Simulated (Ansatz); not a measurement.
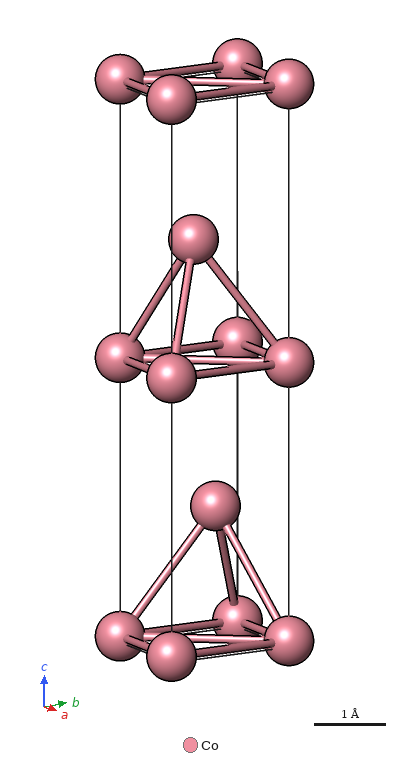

This ball-and-stick model is shown slightly off an axis. The outline marks the conventional unit cell. Cell: a = 2.46 Å, b = 2.46 Å, c = 7.96 Å, α = 90.00°, β = 90.00°, γ = 120.00°.

Provenance: a structure listed in the Materials Project. The cell was then strained or its atoms displaced on purpose. An electronic-structure calculation with Ansatz was run on it.

What can be read from this drawing?

The element is cobalt. The atoms follow space group P6_3mc (No. 186); the Bravais lattice is primitive hexagonal. The cell holds four atoms. Within bonding distance, the neighbour counts come to Co 9. Not all metal-metal contacts are counted.

The calculation used DFT PBEsol, scalar-relativistic, plane waves, PAW (Ansatz), with cutoff 420 eV, the zone sampled with 24×24×6 points, Gaussian smearing of 0.15 eV, collinear spins.

Which atoms carry magnetic moments in this run, and how do they order?

The state reached is ferromagnetic. Sizes: Co 1.7 μB; net moment 6.4 μB in the run's cell of 4 atoms.

What does the calculation say: metal or gapped?

A metal: bands cross the Fermi level.

Has the structure come to rest?

No. The largest force is 1.76 eV/Å, on Co. The pressure is 5.3 GPa, so the cell would expand. The stress isn't hydrostatic: its largest component is 9.1 GPa.

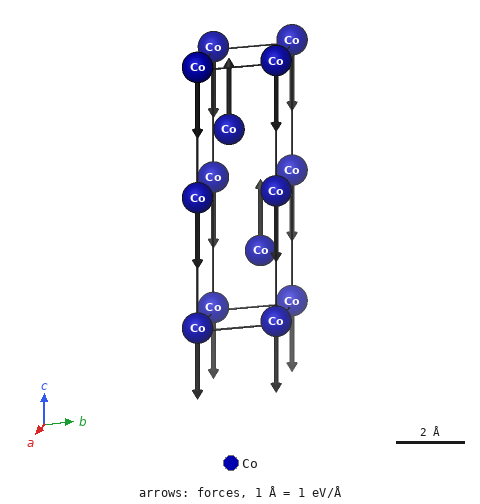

The forces as arrows. The run's cell of 4 atoms is drawn.
